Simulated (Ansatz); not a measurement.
ScAl. A set of calculations on one system.

Space group Cmcm. The cell comes from a database of computed structures, not from a measurement.

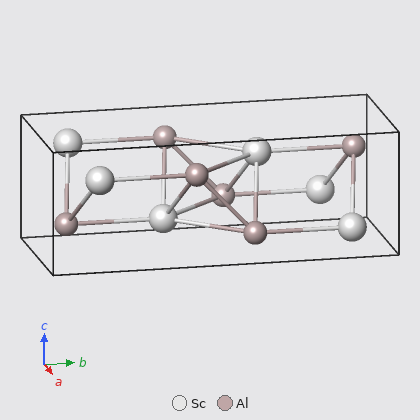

The conventional cell.

Input

```
crystal:
  lattice:
    - [0.0, 0.0, 3.771292]
    - [-4.326798, 0.0, 0.0]
    - [2.163399, -5.250219, 0.0]
  atoms:
    - { symbol: Sc, position: [0.25, 0.864681, 0.729362] }
    - { symbol: Sc, position: [0.75, 0.135319, 0.270638] }
    - { symbol: Al, position: [0.25, 0.584505, 0.16901] }
    - { symbol: Al, position: [0.75, 0.415495, 0.83099] }
basis:
  ecutwfc: 500
  fft_grid_basis: typed
kpoints:
  mp_grid: { grid: [10, 8, 8] }
hamiltonian:
  xc: r2scan
  pseudopotentials: { kind: paw }
scf:
  occupations: { method: gaussian, width: 0.05 }
output:
  forces: true
  stress: true
  eigenvalues: true
  bader: true
  write_density: true
  volumetric_format: npy
  elf: true
```

Run with:

```sh
ansatz run input.yaml --threads 1 --pin off --max-ram 2560MiB --backend cpu --events-out ev --progress --plain --runs-dir out
```

The picture shows the conventional cell (a = 4.33 Å, b = 10.50 Å, c = 3.77 Å, α = 90.00°, β = 90.00°, γ = 90.00°).

Theory: Ansatz 0.2.0, DFT r2SCAN, scalar-relativistic, plane waves, PAW.

Core electrons are frozen (PAW), so the maps are meaningful between the atoms, not at the nuclei.

Part 1: Bonding charge

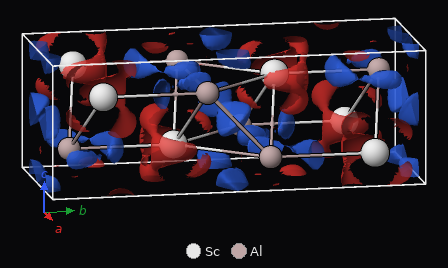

Bonding charge density, ρ(crystal) − Σ ρ(neutral atoms): blue surfaces at +0.03 and red ones at −0.03 e/Å³, in the conventional cell seen slightly off an axis (the regions close to the nuclei are left out). Cores are masked to 1.0 Å (Sc) and 0.8 Å (Al).

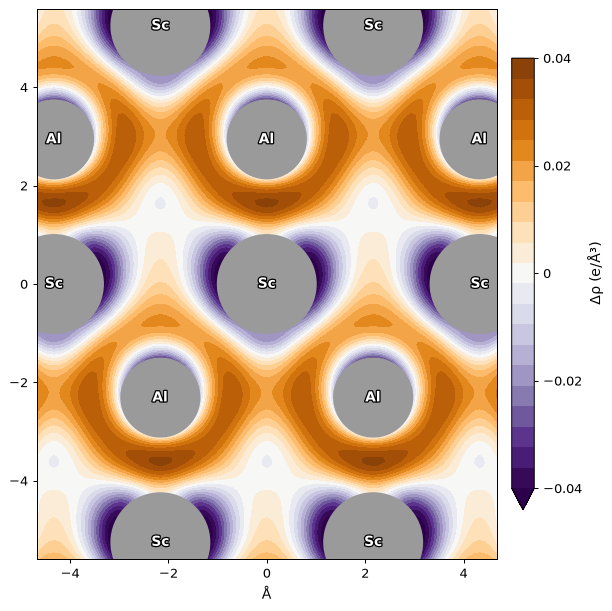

Second picture: a map on the (001) plane of the conventional cell, with grey discs over the atomic cores.

Question: What does the deformation density say about the bonding?

Answer: Al–Al (2.59 Å): Δρ is +0.03 e/Å³ at the midpoint (this contact isn't in the plane drawn).
Al–Sc (2.92 Å): Δρ is +0.015 e/Å³ at the midpoint.
Sc–Sc (3.41 Å): Δρ is −0.011 e/Å³ at the midpoint (this contact isn't in the plane drawn).
Over the whole cell, outside the masked cores, the largest gain, 0.04 e/Å³, lies 1.5 Å from an aluminium nucleus, and the largest loss lies at the edge of the masked core of Sc.
The rearranged charge, half the integral of |Δρ|, is about 0.19 e an atom.
Bader charges: Sc +1.42 and Al −1.42 e. Among metals such charges hang on how the charge between the atoms is shared out.

Part 2: States by energy

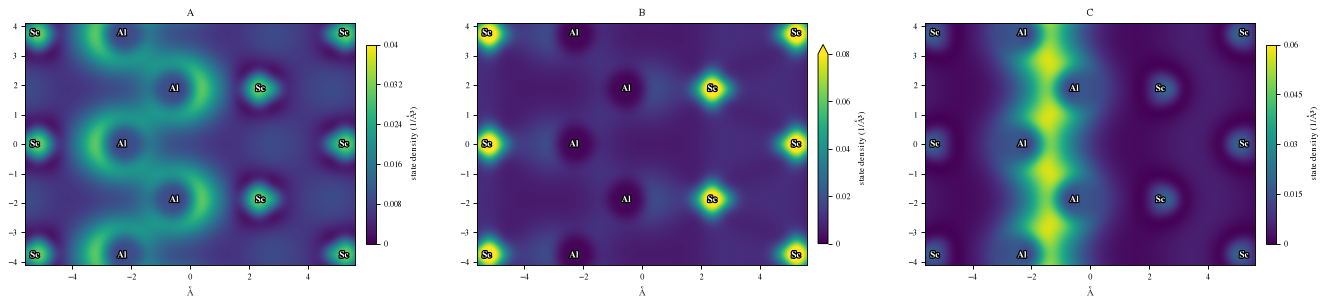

ScAl: densities of the states in three energy windows, on the (100) plane of the conventional cell.

Question: The windows, about the Fermi level, are −8.3 to −5.6 eV, −5.6 to −2.8 eV and −1.2 to 0.0 eV. Which panel shows which?

Answer: Panel A: −5.6 to −2.8 eV, the middle third of the occupied valence band, mainly Al 3p (40 %), Al 3s (30 %) and Sc 3d (15 %).
Panel B: −1.2 to 0.0 eV, the filled states just under the Fermi level, mainly Sc 3d (50 %) and Al 3p (45 %).
Panel C: −8.3 to −5.6 eV, the lower third of the occupied valence band, mainly Al 3s (50 %), Al 3p (25 %) and Sc 4s (15 %).
The characters are Löwdin shares on a minimal set of atomic orbitals. At the bottom of an sp band the diffuse p orbitals of such a set take a share of s-like charge between the atoms, so the p share there is overstated.

Part 3: Another level of theory

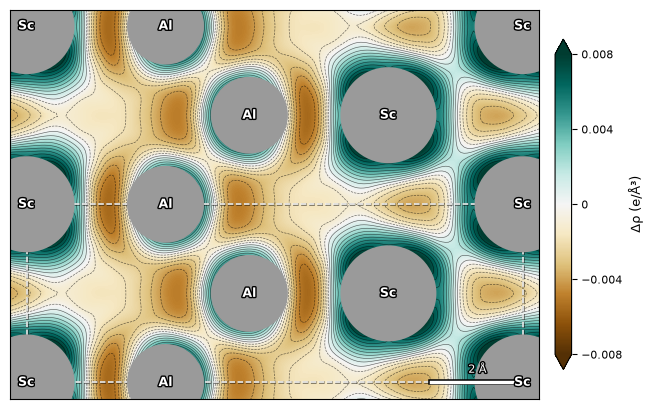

ScAl: difference of two self-consistent densities at the same geometry, ρ(PBEsol) − ρ(r2SCAN), on the (100) plane of the conventional cell. Grey discs cover the cores, where the PAW densities can't be compared. Cores are masked to 1.0 Å (Sc) and 0.8 Å (Al).

Both runs: Ansatz, scalar-relativistic, plane waves and PAW, same cutoff, k-points and PAW files (made with PBE).

Question: What differs between the two levels of theory?

Answer: Against r2SCAN, and outside the masked cores, the largest gain lies at the edge of the masked core of Sc, and the largest loss, 0.006 e/Å³, lies 1.3 Å from an aluminium nucleus.
Bader charges are Sc +1.42 and Al −1.42 e with r2SCAN and Sc +1.25 and Al −1.25 e with PBEsol. Among metals such charges hang on how the charge between the atoms is shared out.
At this volume the pressure is −1 GPa with r2SCAN and −2 GPa with PBEsol.

Run times: 2.1 min (base cell), 41 s (state densities) and 76 s (PBEsol), on 1 thread of Arm Neoverse N1, on a shared host.
